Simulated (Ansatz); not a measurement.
Input file:

```
crystal:
  lattice:
    - [3.7069017943, 0.0, 0.0]
    - [-1.8534508971, 3.2102711232, 0.0]
    - [0.0, 0.0, 31.1215005226]
  atoms:
    - { symbol: Se, position: [0.6666666667, 0.3333333333, 0.4574342089] }
    - { symbol: Pt, position: [0.0, 0.0, 0.5] }
    - { symbol: Se, position: [0.3333333333, 0.6666666667, 0.5425657911] }
  periodic: [true, true, false]
basis:
  ecutwfc: 500
kpoints:
  mp_grid: { grid: [9, 9, 1] }
  band_path:
    path:
      - [0.0, 0.0, 0.0]
      - [0.05, 0.0, 0.0]
      - [0.1, 0.0, 0.0]
      - [0.15, 0.0, 0.0]
      - [0.2, 0.0, 0.0]
      - [0.25, 0.0, 0.0]
      - [0.3, 0.0, 0.0]
      - [0.35, 0.0, 0.0]
      - [0.4, 0.0, 0.0]
      - [0.45, 0.0, 0.0]
      - [0.5, 0.0, 0.0]
      - [0.4833333333, 0.0333333333, 0.0]
      - [0.4666666667, 0.0666666667, 0.0]
      - [0.45, 0.1, 0.0]
      - [0.4333333333, 0.1333333333, 0.0]
      - [0.4166666667, 0.1666666667, 0.0]
      - [0.4, 0.2, 0.0]
      - [0.3833333333, 0.2333333333, 0.0]
      - [0.3666666667, 0.2666666667, 0.0]
      - [0.35, 0.3, 0.0]
      - [0.3333333333, 0.3333333333, 0.0]
      - [0.3, 0.3, 0.0]
      - [0.2666666667, 0.2666666667, 0.0]
      - [0.2333333333, 0.2333333333, 0.0]
      - [0.2, 0.2, 0.0]
      - [0.1666666667, 0.1666666667, 0.0]
      - [0.1333333333, 0.1333333333, 0.0]
      - [0.1, 0.1, 0.0]
      - [0.0666666667, 0.0666666667, 0.0]
      - [0.0333333333, 0.0333333333, 0.0]
      - [-0.083333, 0.041667, 0.0]
      - [0.0, 0.229167, 0.0]
    npoints: 1
hamiltonian:
  xc: r2scan
scf:
  occupations: { method: gaussian, width: 0.02 }
  n_extra_bands: 6
output:
  forces: true
  stress: true
  eigenvalues: true
  write_density: true
  write_potential: true
  elf: true
  volumetric_format: npy
```

Command:

```sh
ansatz run input.yaml --threads 1 --pin off --max-ram 2560MiB --backend cpu --events-out ev --progress --plain --runs-dir out
```

Level of theory: DFT r2SCAN, scalar-relativistic, plane waves, PAW in Ansatz.

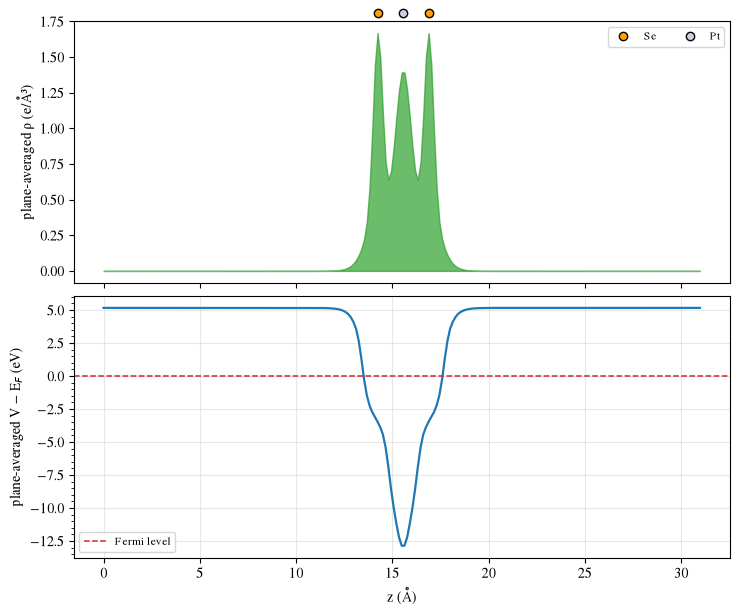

PtSe2 (slab). Plane average of the electrostatic potential energy of an electron and of the valence charge density (pseudo) across the slab. Circles mark the heights of the atoms.

In a PAW calculation such maps are meaningful between the atoms, not at the nuclei.

How far above the Fermi level of the calculation is the vacuum level?

Answer. 5.2 eV. The slab has a gap, so the Fermi level lies inside it and this isn't a work function in the metallic sense.

What are the slab's thickness and the vacuum gap?

Answer. The outermost nuclei are 2.6 Å apart, in 3 atomic planes; the vacuum between periodic images is 28.5 Å wide.
